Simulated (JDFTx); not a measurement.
# Geometry relaxation of NiSb (part 3 of 3)

NiSb (P6₃/mmc, 4 atoms in the cell); Kohn-Sham DFT of a periodic cell, PBE, Ansatz-NC-PBE, spin-polarised (JDFTx 1.7.0 (patched build)); cutoff 1414.99 eV, 2×2×1 k-mesh, fermi-dirac of 0.05 eV, collinear spins. The structure derives from an entry of the Crystallography Open Database. The settings are looser than a standard set-up, so the numbers are not reference values.

Geometry of the input (Å; fractional positions):
```
3.9280  0.0000  0.0000
-1.9640  3.4017  0.0000
0.0000  0.0000  5.1200
Sb 0.6667  0.3333  0.7500
Sb 0.3333  0.6667  0.2500
Ni 0.0000  0.0000  0.5000
Ni 0.0000  0.0000  0.0000
```

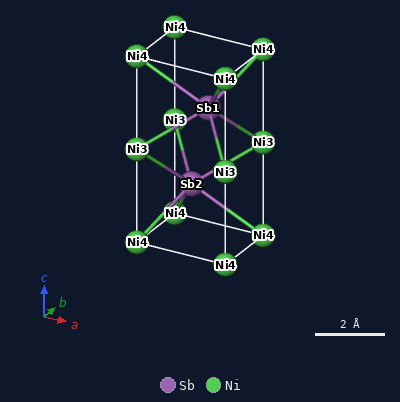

Fig. 1: The geometry at step 4 of the log (ball-and-stick view of the cell of the calculation, seen slightly off an axis; atoms are numbered from 1 in the order of the input).

## The program's output, continued
```
-------- Electronic minimization -----------
Will mix electronic density at each iteration.
	FillingsUpdate:  mu: +0.548482586  nElectrons: 66.000000  magneticMoment: [ Abs: 0.56116  Tot: +0.49810 ]
	FillingsUpdate:  mu: +0.546875157  nElectrons: 66.000000  magneticMoment: [ Abs: 0.56006  Tot: +0.49726 ]
SCF: Cycle:  0   F: -497.057827475638931   dF: -6.910e-05   |Residual|: 1.602e-03   |deigs|: 1.388e-04
	FillingsUpdate:  mu: +0.547095653  nElectrons: 66.000000  magneticMoment: [ Abs: 0.55996  Tot: +0.49725 ]
SCF: Cycle:  1   F: -497.057830200150590   dF: -2.725e-06   |Residual|: 1.151e-03   |deigs|: 2.114e-04
	FillingsUpdate:  mu: +0.546955767  nElectrons: 66.000000  magneticMoment: [ Abs: 0.56007  Tot: +0.49724 ]
[... 13 further cycles ...]
SCF: Cycle: 15   F: -497.057832206836679   dF: -5.806e-10   |Residual|: 4.813e-06   |deigs|: 5.703e-05
	FillingsUpdate:  mu: +0.547000216  nElectrons: 66.000000  magneticMoment: [ Abs: 0.56011  Tot: +0.49724 ]
SCF: Cycle: 16   F: -497.057832207586102   dF: -7.494e-10   |Residual|: 3.392e-06   |deigs|: 1.051e-04
SCF: Converged (|Delta E|<1.000000e-09 for 2 iters).

Setting wave functions to eigenvectors of Hamiltonian
# Lattice vectors:
R =
[      7.19589     -3.59795            0  ]
[  1.71787e-12      6.23182            0  ]
[            0            0      10.5875  ]
unit cell volume = 474.779

# Strain tensor in Cartesian coordinates:
[   -0.0305749  2.31325e-13            0  ]
[   2.3143e-13   -0.0305749            0  ]
[            0            0    0.0942662  ]

# Stress tensor in Cartesian coordinates [Eh/a0^3]:
[  9.09872e-07            0            0  ]
[            0  9.09872e-07            0  ]
[            0            0   2.3362e-06  ]

# Ionic positions in cartesian coordinates:
ion Sb   3.597945580391273   2.077274849411965   7.940595734137645 1
ion Sb  -0.000000000031323   4.154549698822213   2.646865244703430 1
ion Ni  -0.000000000000000  -0.000000000000000   5.293730489420537 1
ion Ni   0.000000000000000   0.000000000000000  -0.000000000013678 1

# Forces in Cartesian coordinates:
force Sb  -0.000000000000000   0.000000000000000   0.000000000000000 1
force Sb  -0.000000000000000  -0.000000000000000  -0.000000000000000 1
force Ni  -0.000000000000000  -0.000000000000000   0.000000000000000 1
force Ni  -0.000000000000000  -0.000000000000000   0.000000000000000 1

# Energy components:
   Eewald =     -312.7248514826908945
       EH =      164.4019749944351929
     Eloc =     -391.2360144634842527
      Enl =     -179.6686879758958355
      Exc =      -95.7431777808755413
 Exc_core =       33.4118021746044249
       KE =      284.5020235972821183
-------------------------------------
     Etot =     -497.0569309366247808
       TS =        0.0009012709613470
-------------------------------------
        F =     -497.0578322075861024

LatticeMinimize: Iter:   5  F: -497.057832207586102  |grad|_K:  1.638e-04  alpha:  1.000e+00  linmin: -1.296e-01

#--- Lowdin population analysis ---
# oxidation-state Sb -0.287 -0.287
# magnetic-moments Sb +0.037 +0.037
# oxidation-state Ni +0.485 +0.485
# magnetic-moments Ni +0.216 +0.216

-------- Electronic minimization -----------
Will mix electronic density at each iteration.
	FillingsUpdate:  mu: +0.547000216  nElectrons: 66.000000  magneticMoment: [ Abs: 0.55980  Tot: +0.49696 ]
	FillingsUpdate:  mu: +0.547439474  nElectrons: 66.000000  magneticMoment: [ Abs: 0.56012  Tot: +0.49724 ]
SCF: Cycle:  0   F: -497.057832127879749   dF: -1.078e-06   |Residual|: 1.512e-04   |deigs|: 3.886e-04
	FillingsUpdate:  mu: +0.547423744  nElectrons: 66.000000  magneticMoment: [ Abs: 0.56007  Tot: +0.49724 ]
SCF: Cycle:  1   F: -497.057832216743520   dF: -8.886e-08   |Residual|: 1.262e-04   |deigs|: 2.516e-04
	FillingsUpdate:  mu: +0.547436264  nElectrons: 66.000000  magneticMoment: [ Abs: 0.56006  Tot: +0.49724 ]
[... 4 further cycles ...]
SCF: Cycle:  6   F: -497.057832256620941   dF: -5.430e-10   |Residual|: 1.241e-06   |deigs|: 9.053e-05
	FillingsUpdate:  mu: +0.547435705  nElectrons: 66.000000  magneticMoment: [ Abs: 0.56004  Tot: +0.49723 ]
SCF: Cycle:  7   F: -497.057832257014070   dF: -3.931e-10   |Residual|: 1.058e-06   |deigs|: 9.830e-05
SCF: Converged (|Delta E|<1.000000e-09 for 2 iters).

Setting wave functions to eigenvectors of Hamiltonian
# Lattice vectors:
R =
[      7.19497     -3.59749            0  ]
[  1.72436e-12      6.23103            0  ]
[            0            0      10.5841  ]
unit cell volume = 474.508

# Strain tensor in Cartesian coordinates:
[   -0.0306989  2.32135e-13            0  ]
[  2.32305e-13   -0.0306989            0  ]
[            0            0    0.0939208  ]

# Stress tensor in Cartesian coordinates [Eh/a0^3]:
[ -1.06558e-06            0            0  ]
[            0 -1.06558e-06            0  ]
[            0            0 -1.53384e-06  ]

# Ionic positions in cartesian coordinates:
ion Sb   3.597485643596352   2.077009304779596   7.938089108297679 1
ion Sb  -0.000000000031315   4.154018609557467   2.646029702756777 1
ion Ni  -0.000000000000000  -0.000000000000000   5.292059405527228 1
ion Ni   0.000000000000000   0.000000000000000  -0.000000000013674 1

# Forces in Cartesian coordinates:
force Sb  -0.000000000000000  -0.000000000000000  -0.000000000000000 1
force Sb  -0.000000000000000   0.000000000000000  -0.000000000000000 1
force Ni   0.000000000000000   0.000000000000000  -0.000000000000000 1
force Ni  -0.000000000000000  -0.000000000000000  -0.000000000000000 1

# Energy components:
   Eewald =     -312.7822315428696243
       EH =      164.3689026565662914
     Eloc =     -391.1464094405117180
      Enl =     -179.6684394827787798
      Exc =      -95.7439868491567410
 Exc_core =       33.4118021565767833
       KE =      284.5034315464754400
-------------------------------------
     Etot =     -497.0569309556983626
       TS =        0.0009013013157026
-------------------------------------
        F =     -497.0578322570140699

LatticeMinimize: Iter:   6  F: -497.057832257014070  |grad|_K:  1.320e-04  alpha:  1.000e+00  linmin:  9.673e-01

#--- Lowdin population analysis ---
# oxidation-state Sb -0.287 -0.287
# magnetic-moments Sb +0.037 +0.037
# oxidation-state Ni +0.485 +0.485
# magnetic-moments Ni +0.215 +0.215

-------- Electronic minimization -----------
Will mix electronic density at each iteration.
	FillingsUpdate:  mu: +0.547435705  nElectrons: 66.000000  magneticMoment: [ Abs: 0.56018  Tot: +0.49736 ]
	FillingsUpdate:  mu: +0.547226124  nElectrons: 66.000000  magneticMoment: [ Abs: 0.56003  Tot: +0.49723 ]
SCF: Cycle:  0   F: -497.057832316000258   dF: -1.846e-07   |Residual|: 5.661e-05   |deigs|: 3.404e-04
	FillingsUpdate:  mu: +0.547235827  nElectrons: 66.000000  magneticMoment: [ Abs: 0.56005  Tot: +0.49723 ]
SCF: Cycle:  1   F: -497.057832333687202   dF: -1.769e-08   |Residual|: 6.764e-05   |deigs|: 2.794e-04
	FillingsUpdate:  mu: +0.547230912  nElectrons: 66.000000  magneticMoment: [ Abs: 0.56006  Tot: +0.49723 ]
[... 3 further cycles ...]
SCF: Cycle:  5   F: -497.057832343410212   dF: -2.435e-10   |Residual|: 2.261e-06   |deigs|: 1.728e-04
	FillingsUpdate:  mu: +0.547229225  nElectrons: 66.000000  magneticMoment: [ Abs: 0.56007  Tot: +0.49724 ]
SCF: Cycle:  6   F: -497.057832343593930   dF: -1.837e-10   |Residual|: 8.272e-07   |deigs|: 1.547e-04
SCF: Converged (|Delta E|<1.000000e-09 for 2 iters).

Setting wave functions to eigenvectors of Hamiltonian
# Lattice vectors:
R =
[      7.19554     -3.59777            0  ]
[  1.72037e-12      6.23152            0  ]
[            0            0      10.5853  ]
unit cell volume = 474.635

# Strain tensor in Cartesian coordinates:
[   -0.0306228  2.31594e-13            0  ]
[  2.31768e-13   -0.0306228            0  ]
[            0            0    0.0940416  ]

# Stress tensor in Cartesian coordinates [Eh/a0^3]:
[ -6.28946e-08            0            0  ]
[            0 -6.28946e-08            0  ]
[            0            0 -3.26082e-08  ]

# Ionic positions in cartesian coordinates:
ion Sb   3.597768114533063   2.077172389450951   7.938965824551371 1
ion Sb  -0.000000000031320   4.154344778900182   2.646321941508007 1
ion Ni  -0.000000000000000  -0.000000000000000   5.292643883029688 1
ion Ni   0.000000000000000   0.000000000000000  -0.000000000013676 1

# Forces in Cartesian coordinates:
force Sb   0.000000000000000  -0.000000000000000   0.000000000000000 1
force Sb   0.000000000000000  -0.000000000000000   0.000000000000000 1
force Ni   0.000000000000000   0.000000000000000   0.000000000000000 1
force Ni   0.000000000000000   0.000000000000000  -0.000000000000000 1

# Energy components:
   Eewald =     -312.7547182273563067
       EH =      164.3850233869867168
     Eloc =     -391.1896382319508803
      Enl =     -179.6685311088521928
      Exc =      -95.7436064026104106
 Exc_core =       33.4118021644416032
       KE =      284.5027373842463021
-------------------------------------
     Etot =     -497.0569310350952037
       TS =        0.0009013084987309
-------------------------------------
        F =     -497.0578323435939296

LatticeMinimize: Iter:   7  F: -497.057832343593930  |grad|_K:  5.818e-06  alpha:  1.000e+00  linmin: -9.084e-01
LatticeMinimize: Converged (|Delta F|<1.000000e-06 for 2 iters).

#--- Lowdin population analysis ---
# oxidation-state Sb -0.287 -0.287
# magnetic-moments Sb +0.037 +0.037
# oxidation-state Ni +0.485 +0.485
# magnetic-moments Ni +0.215 +0.215

Dumping 'run.eigStats' ...
	eMin: -3.248163 at state 0 ( [ +0.000000 +0.000000 +0.000000 ] spin 1 )
	HOMO: +0.535653 at state 1 ( [ +0.000000 +0.500000 +0.000000 ] spin 1 )
	mu  : +0.547229
	LUMO: +0.548485 at state 3 ( [ +0.000000 +0.500000 +0.000000 ] spin -1 )
	eMax: +1.038401 at state 3 ( [ +0.000000 +0.500000 +0.000000 ] spin -1 )
	HOMO-LUMO gap: +0.012832
	Optical gap  : +0.036885 at state 1 ( [ +0.000000 +0.500000 +0.000000 ] spin 1 )
Done!
```

## Trajectory as extended XYZ (Å, eV, eV/Å), 8 frames, from step=0 to step=7
```
4
Lattice="3.9280 0.0000 0.0000 -1.9640 3.4017 0.0000 0.0000 0.0000 5.1200" Properties=species:S:1:pos:R:3:forces:R:3 step=0 energy=-13525.17906
Sb    1.9640    1.1339    3.8400    0.0000   0.0000   0.0000
Sb    0.0000    2.2678    1.2800    0.0000   0.0000   0.0000
Ni    0.0000    0.0000    2.5600    0.0000   0.0000   0.0000
Ni    0.0000    0.0000    0.0000    0.0000   0.0000   0.0000
4
Lattice="3.9261 0.0000 0.0000 -1.9631 3.4001 0.0000 0.0000 0.0000 5.2130" Properties=species:S:1:pos:R:3:forces:R:3 step=1 energy=-13525.33237
Sb    1.9631    1.1334    3.9098    0.0000   0.0000   0.0000
Sb    0.0000    2.2668    1.3033    0.0000   0.0000   0.0000
Ni    0.0000    0.0000    2.6065    0.0000   0.0000   0.0000
Ni    0.0000    0.0000    0.0000    0.0000   0.0000   0.0000
4
Lattice="3.9058 0.0000 0.0000 -1.9529 3.3825 0.0000 0.0000 0.0000 5.4476" Properties=species:S:1:pos:R:3:forces:R:3 step=2 energy=-13525.54374
Sb    1.9529    1.1275    4.0857    0.0000   0.0000   0.0000
Sb    0.0000    2.2550    1.3619    0.0000   0.0000   0.0000
Ni    0.0000    0.0000    2.7238    0.0000   0.0000   0.0000
Ni    0.0000    0.0000    0.0000    0.0000   0.0000   0.0000
4
Lattice="3.8458 0.0000 0.0000 -1.9229 3.3305 0.0000 0.0000 0.0000 5.5276" Properties=species:S:1:pos:R:3:forces:R:3 step=3 energy=-13525.61608
Sb    1.9229    1.1102    4.1457    0.0000   0.0000   0.0000
Sb    0.0000    2.2204    1.3819    0.0000   0.0000   0.0000
Ni    0.0000    0.0000    2.7638    0.0000   0.0000   0.0000
Ni    0.0000    0.0000    0.0000    0.0000   0.0000   0.0000
4
Lattice="3.8012 0.0000 0.0000 -1.9006 3.2919 0.0000 0.0000 0.0000 5.6129" Properties=species:S:1:pos:R:3:forces:R:3 step=4 energy=-13525.63222
Sb    1.9006    1.0973    4.2097    0.0000   0.0000   0.0000
Sb    0.0000    2.1946    1.4032    0.0000   0.0000   0.0000
Ni    0.0000    0.0000    2.8065    0.0000   0.0000   0.0000
Ni    0.0000    0.0000    0.0000    0.0000   0.0000   0.0000
4
Lattice="3.8079 0.0000 0.0000 -1.9040 3.2977 0.0000 0.0000 0.0000 5.6027" Properties=species:S:1:pos:R:3:forces:R:3 step=5 energy=-13525.63266
Sb    1.9040    1.0992    4.2020    0.0000   0.0000   0.0000
Sb    0.0000    2.1985    1.4007    0.0000   0.0000   0.0000
Ni    0.0000    0.0000    2.8013    0.0000   0.0000   0.0000
Ni    0.0000    0.0000    0.0000    0.0000   0.0000   0.0000
4
Lattice="3.8074 0.0000 0.0000 -1.9037 3.2973 0.0000 0.0000 0.0000 5.6009" Properties=species:S:1:pos:R:3:forces:R:3 step=6 energy=-13525.63266
Sb    1.9037    1.0991    4.2007    0.0000   0.0000   0.0000
Sb    0.0000    2.1982    1.4002    0.0000   0.0000   0.0000
Ni    0.0000    0.0000    2.8004    0.0000   0.0000   0.0000
Ni    0.0000    0.0000    0.0000    0.0000   0.0000   0.0000
4
Lattice="3.8077 0.0000 0.0000 -1.9039 3.2976 0.0000 0.0000 0.0000 5.6015" Properties=species:S:1:pos:R:3:forces:R:3 step=7 energy=-13525.63266
Sb    1.9039    1.0992    4.2011    0.0000   0.0000   0.0000
Sb    0.0000    2.1984    1.4004    0.0000   0.0000   0.0000
Ni    0.0000    0.0000    2.8007    0.0000   0.0000   0.0000
Ni    0.0000    0.0000    0.0000    0.0000   0.0000   0.0000
```

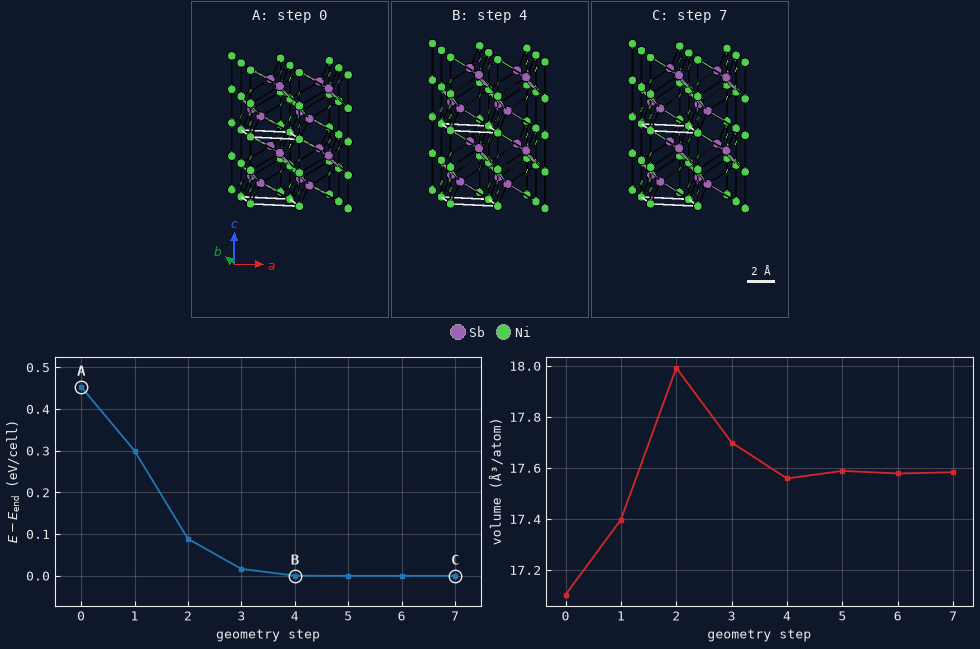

Fig. 2: Frames of the relaxation (ball-and-stick view of the cell of the calculation, repeated 2 × 2 × 2, seen slightly off an axis) above the curves, on which the letters mark them (steps are counted from 0).

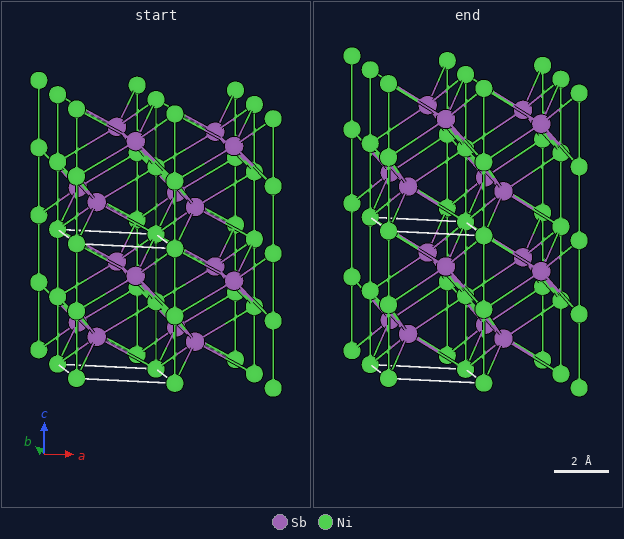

Fig. 3: Before (left) and after (right) the relaxation, at one scale (ball-and-stick view of the cell of the calculation, repeated 2 × 2 × 2, seen slightly off an axis). The energy falls by 0.454 eV per cell of the calculation in 7 geometry steps. All forces vanish by symmetry, so only the cell relaxes. No atom moves by more than 0.005 Å relative to the cell. The volume changes by +2.8 %, with a = b 3.928 → 3.808 Å (−3.1 %), c 5.120 → 5.601 Å (+9.4 %). Among the contacts that change: Ni3–Ni4 2.560 → 2.801 Å. Among the angles that change: Ni3–Sb1–Ni4 58.9° → 65.0°, Ni3–Sb1–Ni3 97.9° → 93.8°. The space group stays P6_3/mmc (No. 194). (Atoms are counted from 1 in the order of the input.)

## Key numbers

```csv
quantity,value
outcome,converged
space group (tolerance 0.01 Å),P6₃/mmc (194)
electrons treated,66
free energy,−13525.6327 eV
Fermi energy,14.891 eV
gap on the k-point mesh,none (metallic)
net moment of the cell,0.50 μB
integrated absolute moment,0.56 μB
pressure,0.00 GPa
final volume,70.33 Å³
largest force (length of the vector) at the end,under 0.001 eV/Å
final cell,"a = 3.808 Å, b = 3.808 Å, c = 5.601 Å, α = 90.00°, β = 90.00°, γ = 120.00°"
wall time,11 min
peak memory,0.38 GiB
```

## Notes

Settings chosen away from the usual ones: pseudopotentials set to Ansatz-NC-PBE. The settings depart from the standard set-up of this series, which can bear on the numbers. Points of doubt noted for this run: coarse mesh.
